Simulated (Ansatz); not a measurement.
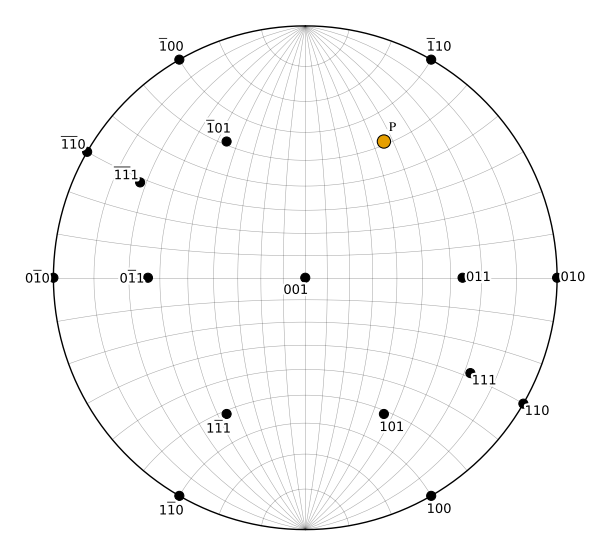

For Ta, the input geometry of an electronic-structure calculation (not necessarily at equilibrium); the starting structure was generated, so it need not be a known form of this composition: stereographic projection of plane normals (upper hemisphere) centred on (0 0 1). The drawing is computed from the coordinates (standard cell, symmetry found to 0.002 Å).

a = 2.917 Å, b = 2.917 Å, c = 5.175 Å, α = 90.00°, β = 90.00°, γ = 120.00°.

Question: Index the pole marked P.

Answer: P is (−1 1 1), in four indices (−1 1 0 1), 64.0° from the centre.

Question: What is the angle between the normals of (1 0 0) and (−1 −1 1), and what are their d_hkl = 1/|g|?

Answer: 146.5°; d = 2.527 Å and 1.404 Å.
